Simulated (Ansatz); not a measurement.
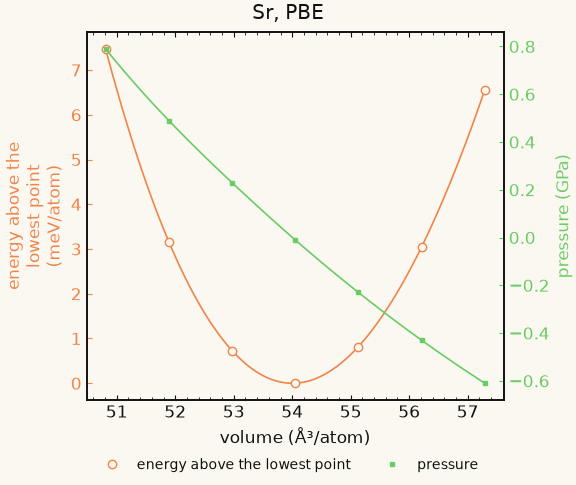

The figure shows the energy above the lowest point and pressure against volume for Sr, space group Im-3m (No. 229) (one of a set of cubic test structures, which need not be the stable phase).

Calculation (Ansatz 0.2.0 development build): equation of state of a cubic crystal from periodic Kohn-Sham density functional theory without spin, third-order Birch-Murnaghan fit to the free energies; pressure corrected for the finite basis. Level: PBE.

- structure type: bcc
- atoms in cell: 1
- space group number: 229
- lattice centring: body-centred primitive
- k mesh: 32×32×32
- occupation method: Fermi–Dirac
- occupation width: 0.06123 eV
- wave cutoff: 420 eV
- datasets: soft-1 PAW
- density tolerance: 1e−07 eV
- bands: 9
- density cutoff ratio: 4
- search for lower states: default

> How stiff is the solid, and where is its volume at rest?

A third-order Birch–Murnaghan fit gives V0 = 54.00 Å³/atom, B0 = 11.5 GPa and B′ = 3.7.

> What does the pressure do across the range?

It falls from 0.79 GPa at volume 50.81 Å³/atom to −0.61 GPa at 57.29 Å³/atom, and changes sign near 54.0 Å³/atom.

Caveats: cubic model structure, not the ambient form.
